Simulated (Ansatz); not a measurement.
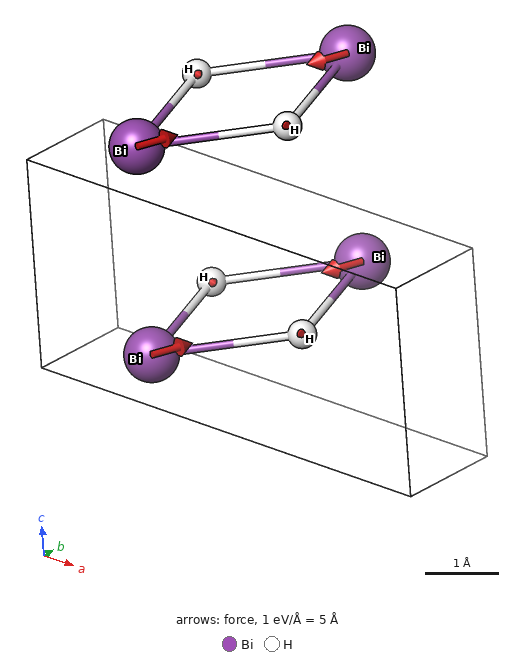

Starting geometry of solid BiH (set up in C2/m) with the computed forces as red arrows. Style: ball-and-stick. Shown: the cell of the calculation, repeated 1 × 1 × 2 with one cell outlined, slightly off an axis.

Case: 2 H put on empty site 1 of 1 host cells, relaxed.

Level of theory: DFT PBE, scalar-relativistic, plane waves, PAW (Ansatz). Set-up: plane-wave cutoff 420 eV; k-point mesh 8 × 8 × 12; occupations gaussian; smearing width 0.1 eV; no spin polarisation; cell and atoms relaxed; force threshold 0.025 eV/Å; at most 70 steps.

**What follows when this structure is relaxed?**

It isn't relaxed: the largest force vector, on Bi atoms, is 0.14 eV/Å. The final displacements have little in common with the starting forces (cosine between the two patterns −0.09). The energy falls by 11.7 meV per atom in 10 accepted moves (11 points after the start). Largest force component: 0.13 eV/Å at the start, 0.0064 eV/Å at the end. Pressure: 0.16 GPa at the start and 0.00 GPa at the end. At 1 point the geometry stayed and the basis and grid were re-selected for the new cell (energy shift of 0.1 meV per atom at most each time). The largest moves relative to the cell, 0.14 Å, are those of Bi atoms. Largest moves by element: Bi 0.14 Å, H 0.03 Å. The volume changes by −0.8 %, with a = b 5.429 → 5.435 Å (+0.1 %), c 3.188 → 3.301 Å (+3.5 %), α 109.2° → 112.6°, β 109.2° → 112.6°, γ 85.2° → 83.6°. Among the contacts that change: Bi–H 2.108 → 2.094 Å. The space group stays C2/m (No. 12). Cost: 2.1 min on 2 threads of Arm Neoverse V1, with other jobs on the host, peak memory 0.59 GiB.
